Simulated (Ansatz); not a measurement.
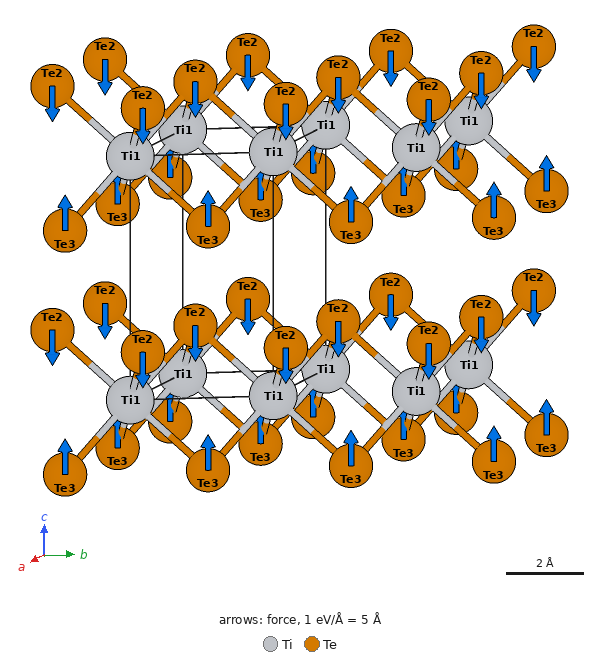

Starting geometry of crystalline TiTe2 (set up in P-3m1) with the computed forces as blue arrows. The picture is a ball-and-stick view of the cell of the calculation, repeated 1 × 2 × 1 with one cell outlined, seen slightly off an axis.

Computed with Ansatz 0.2.0, DFT r2SCAN, scalar-relativistic, plane waves, PAW. (plane-wave cutoff 500 eV; k-point mesh 12 × 12 × 6; occupations gaussian; smearing width 0.1 eV; no spin polarisation; cell and atoms relaxed; force threshold 0.02 eV/Å; at most 70 steps)

**What follows when this structure is relaxed?**

It isn't relaxed: the largest force vector, on Te atoms, is 0.19 eV/Å. The atoms end up moving mostly along the starting forces (cosine between the two patterns 1.00). After 5 accepted moves (7 points after the start) the energy has fallen by 10.1 meV per atom. The largest force component goes from 0.19 to 0.0031 eV/Å. The pressure goes from 0.98 to 0.00 GPa. The line search rejected the trial step at point 1 of the run. At 1 point the geometry stayed and the basis and grid were re-selected for the new cell (energy shift of 0.6 meV per atom at most each time). The largest moves relative to the cell, 0.12 Å, are those of Te2 and Te3. Te2 goes along −c. Ti stays in place. The volume changes by +7.6 %, with a = b 3.777 → 3.800 Å (+0.6 %), c 6.498 → 6.908 Å (+6.3 %). Some distances before and after: Ti1–Te2 2.770 → 2.775 Å. The space group stays P-3m1 (No. 164).
